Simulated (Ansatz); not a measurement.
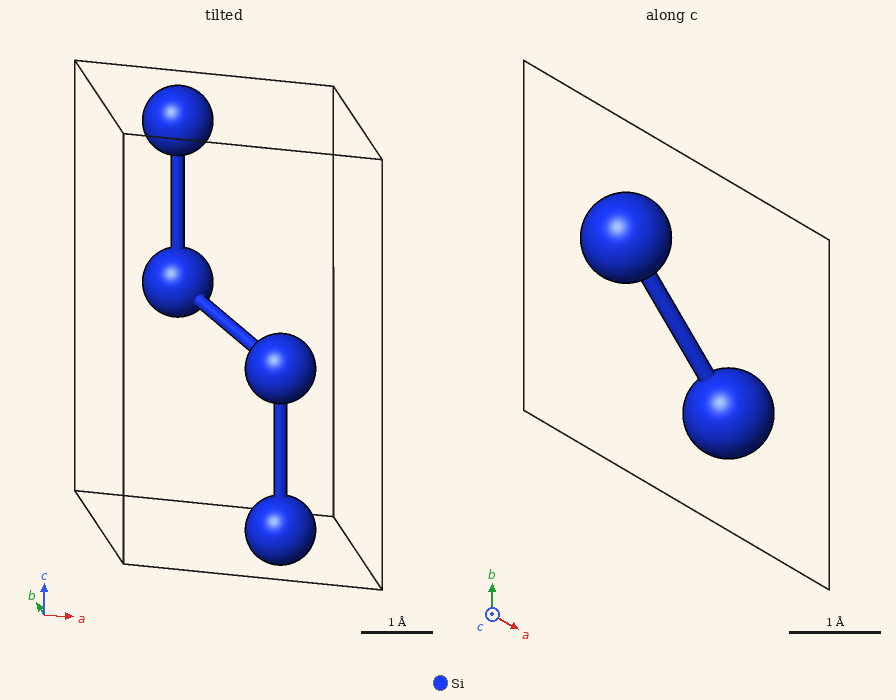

Shown here is a ball-and-stick view of the crystal, taken slightly off an axis and along the c axis. The unit cell is outlined; an atom on or near a face, edge or corner is repeated at each equivalent position.

Si, a = 3.904 Å, b = 3.850 Å, c = 6.341 Å, α = 90.00°, β = 90.00°, γ = 120.46°. Strictly the space group is Cmcm (No. 63, within 0.01 Å). It is a distorted form of a primitive hexagonal structure, space group P6_3/mmc (No. 194) within 0.25 Å: hexagonal diamond (lonsdaleite type). Source of the structure: a structure type filled with this element by a generator (whether the element takes this form wasn't checked). The cell was then strained or its atoms displaced on purpose. An electronic-structure calculation with Ansatz was run on it.

This one geometry was computed with Ansatz (DFT, plane waves, PAW) at three levels of theory: r2SCAN, PBE and HSE06. It was relaxed with r2SCAN and then strained.

Question: Which level gives the highest pressure at this volume, and what does that say about its equilibrium volume?

Answer: Highest: PBE (-0.4 GPa), which points to the largest equilibrium volume. Lowest, with the smallest volume: r2SCAN (-1.7 GPa) and HSE06 (-1.9 GPa). Levels within 0.5 GPa of each other can't be told apart.

Question: How does the band gap change with the level of theory?

Answer: PBE: a gap of 0.22 eV, indirect; r2SCAN: a gap of 0.39 eV, indirect; HSE06: a gap of 0.76 eV, indirect.

Question: Collect the results in a table.

Answer:
| level | cutoff (eV) | k-mesh of the run's cell | gap (eV) | pressure (GPa) |
| --- | --- | --- | --- | --- |
| r2SCAN | 500 | 12×12×4 | 0.39 | -1.7 |
| PBE | 420 | 12×12×4 | 0.22 | -0.4 |
| HSE06 | 420 | 6×6×4 | 0.76 | -1.9 |

Gaps are taken on the k-mesh or band path of each run.
